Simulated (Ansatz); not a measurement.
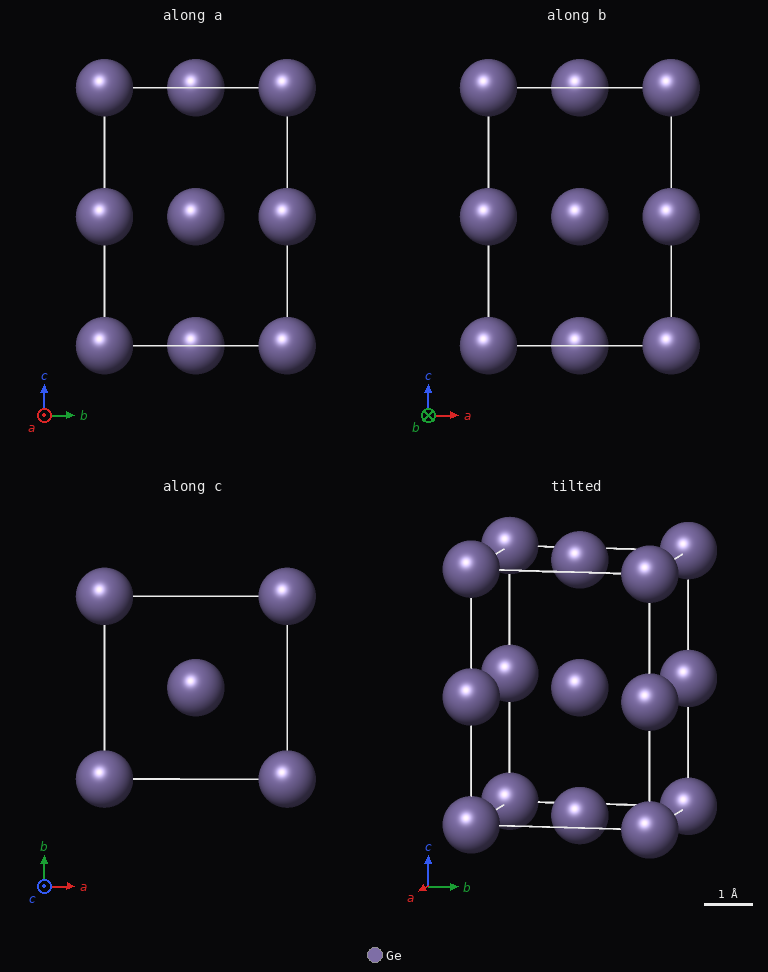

A spheres-only rendering, viewed along the a axis, along the b axis, along the c axis and slightly off an axis. The wireframe shows the unit cell.

Lattice parameters: a = 3.836 Å, b = 3.836 Å, c = 5.415 Å, α = 90.00°, β = 90.00°, γ = 90.01°. Put a along x and b in the xy plane.

### Record the structure as a POSCAR file.

```
Ge
1.0
     3.836    0.000    0.000
    -0.001    3.836    0.000
     0.000    0.000    5.415
Ge
4
Direct
  0.0000 0.0000 0.0000
  0.0000 0.0000 0.5000
  0.5000 0.5000 0.0000
  0.5000 0.5000 0.5000
```

Provenance: a random cell made by a generator, so it need not be a real form of the element. Earlier steps of the study may have refined or changed the cell and positions. Ansatz was used for an electronic-structure calculation on it.
